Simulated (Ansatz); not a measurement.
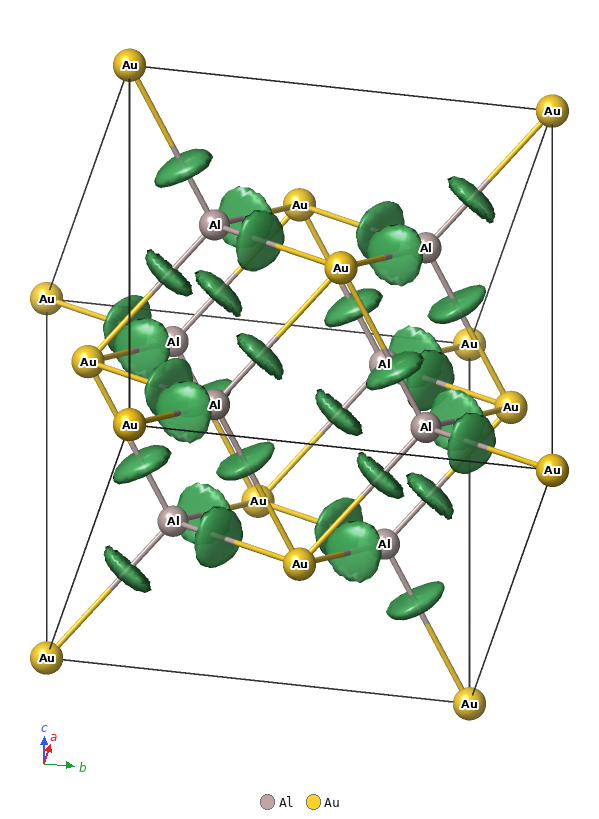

The picture shows: Al2Au. Isosurface of the ELF at 0.65 (green), seen at an oblique angle. Core shells and regions of very low density are left out. Sticks mark near contacts.

Space group Fm-3m; computed without spin polarisation.

Computed with DFT PBE, scalar-relativistic, plane waves, PAW (Ansatz 0.2.0).

Question: Identify the bonds, lone pairs and shells in this picture.

Answer: The surface consists of 32 lobes of the valence shell of Al pointing towards Au (polar bonds), counted in one cell of 12 atoms. Any copies at cell faces, edges or corners count once. Along the contacts the grid gives the following. Al–Au (2.62 Å): the ELF is about 0.50 at the midpoint.
